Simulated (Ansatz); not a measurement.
Mo

```cif
data_structure
_symmetry_space_group_name_H-M 'P 1'
_symmetry_Int_Tables_number 1
_cell_length_a 2.7864
_cell_length_b 3.2764
_cell_length_c 3.4185
_cell_angle_alpha 90.000
_cell_angle_beta 90.000
_cell_angle_gamma 90.000
_cell_volume 31.21
loop_
_atom_site_label
_atom_site_type_symbol
_atom_site_fract_x
_atom_site_fract_y
_atom_site_fract_z
_atom_site_occupancy
Mo1 Mo 0.00000 0.00000 0.00000 1
Mo2 Mo 0.50000 0.50000 0.50000 1
```

Space group Immm; changed on purpose from its base cell (strain +e along x and -e along y -0.1000, strain +e along z and -e/2 along x and y +0.0367); computed pressure about 7 GPa in this cell; computed without spin polarisation.

Method: Ansatz 0.2.0, DFT PBE, scalar-relativistic, plane waves, PAW.

Question: What can the converged valence pseudo-density and electron localisation function tell about the bonding?

Answer: Mo–Mo (2.75 Å): ρ at the midpoint is about 0.36 e/Å³; the ELF is about 0.30 at the midpoint; no localised pair shows between them.

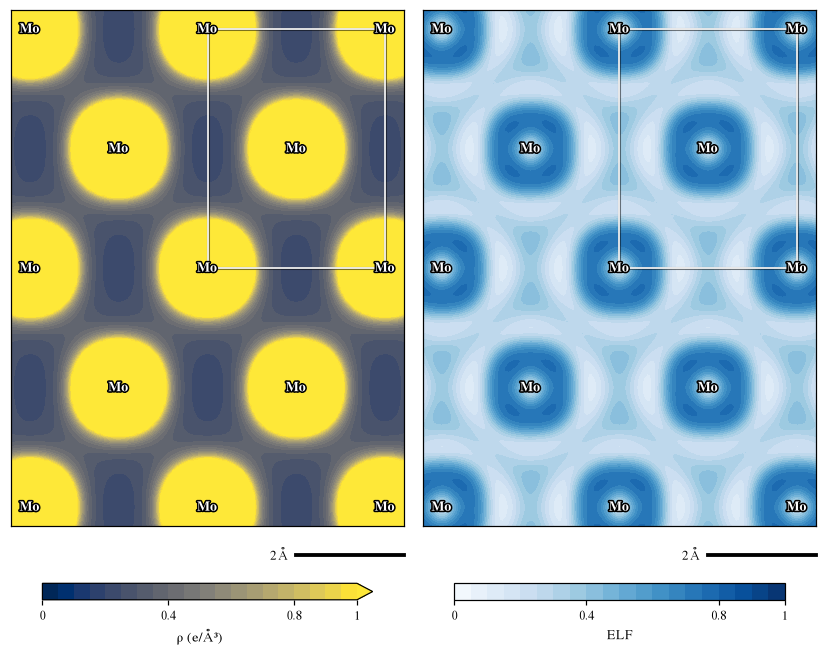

Computed valence pseudo-density and electron localisation function on the (101̄) plane of the conventional cell, in this order. 
